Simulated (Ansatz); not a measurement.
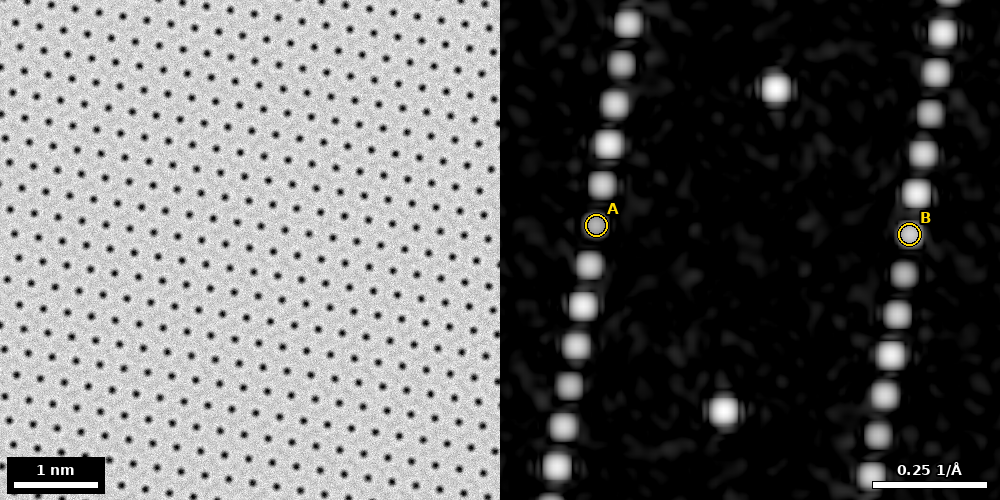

HRTEM-like image of a crystal. Simulated in the weak-phase-object approximation with neutral-atom potentials: 200 kV, Cs = 10 µm, defocus −60 Å (negative is underfocus), defocus spread 12 Å, aperture 1.35 1/Å. Shot noise was added.

The right panel is the modulus of the image's Fourier transform on a logarithmic scale.

**Which lattice spacings do the marked spots stand for, and what angle do A and B enclose?**

A: 2.9 Å, B: 2.8 Å; A and B enclose about 165°.

The crystal is Sn (P6_3/mmc, No. 194) along [100]; the spots are (010) and (0 -1 -1). Structure used: the input geometry of a calculation; the starting structure was generated, so it need not be a known form of this composition.
